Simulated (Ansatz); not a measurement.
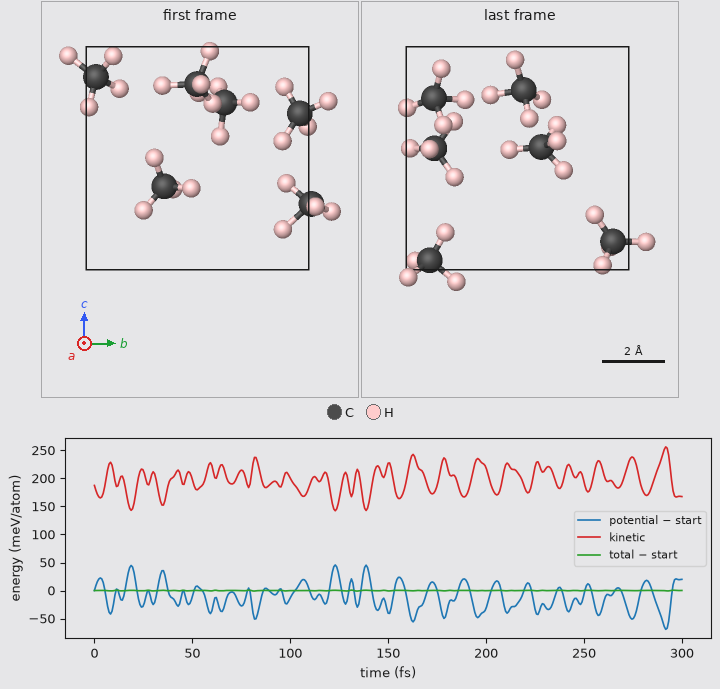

A Born-Oppenheimer molecular dynamics run of a periodic cell with 6 CH4 at 0.423 g/cm³, 300 fs long. It starts from the last geometry of an earlier run, with fresh velocities. Style: ball-and-stick. Shown: the simulation cell, along the a axis.

Method: DFT PBE-D3(BJ), scalar-relativistic, plane waves, PAW in Ansatz. Run with plane-wave cutoff 420 eV; k-point mesh 1 × 1 × 1; Fermi-Dirac smearing 0.02 eV; low-accuracy preset; constant energy (NVE); velocities drawn for 1500 K; time step 0.75 fs; H given the mass 2.014 u.

How well is the energy conserved, and can the run be trusted?

Answer. The total energy stays between −0.91 and 0.76 meV per atom of its start. A straight-line fit has a slope that amounts to +0.1 meV per atom over 300 fs (under 0.1 % of the mean kinetic energy), and the ripple about it is 1.4 % of the kinetic energy's fluctuation. With a drift under 2 % and a ripple under 7 %, the integration is accurate. The mean temperature in the second half is 1623 K (standard deviation 177 K). The potential energy in the second half lies on average 15.4 meV per atom below the first frame.

Limits of the set-up: the program's low-accuracy preset was used; masses were changed (H 2.014 u), which shifts the vibrations; the periodic images lie only 7.2 Å apart, so the values are limited by the cell's size.

Cost: 8.3 min on 1 thread of Arm Neoverse V2, with other jobs on the host, peak memory 0.37 GiB.
